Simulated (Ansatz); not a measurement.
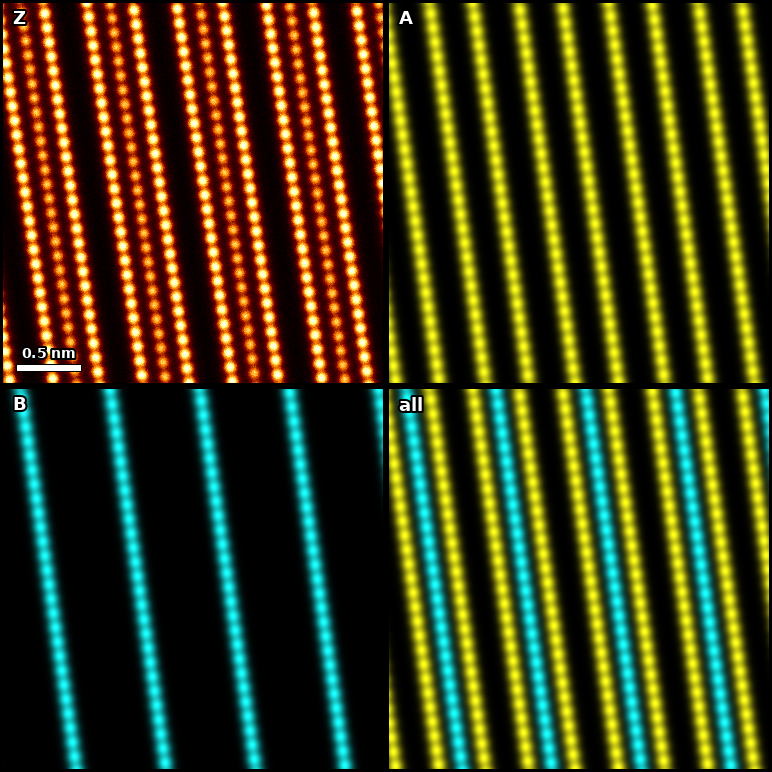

Te2Mo (P6_3/mmc, No. 194) along [310]. Panel Z: Simulated incoherent Z contrast: every atom adds Z^1.8 spread by a probe of 0.77 Å full width; channelling and multiple scattering are left out. The probe carries 25 % of its weight in a tail 2.5 times as wide. Shot noise was added. The other panels are simulated element maps (the number of atoms of one element along the beam, blurred by 1.0 Å; each on its own scale, no channelling); the last overlays them. Structure used: coordinates from a relaxation with DFT PBEsol, scalar-relativistic, plane waves, PAW in Ansatz 0.2.0.

```xyz
6
Lattice="3.4942 0.0000 0.0000 -1.7471 3.0261 0.0000 0.0000 0.0000 14.0056" Properties=species:S:1:pos:R:3 pbc="T T T"
Te    0.0000    2.0174    8.6992
Te    1.7471    1.0087    1.6964
Te    1.7471    1.0087    5.3064
Te    0.0000    2.0174   12.3093
Mo    0.0000    2.0174    3.5014
Mo    1.7471    1.0087   10.5042
```

**Which element does each lettered map show?**

A: Te, B: Mo. The projected cell (1.14 × 14.01 Å, 90°) holds 6 columns: 4 of Te and 2 of Mo. No column is shared by two of the mapped elements.
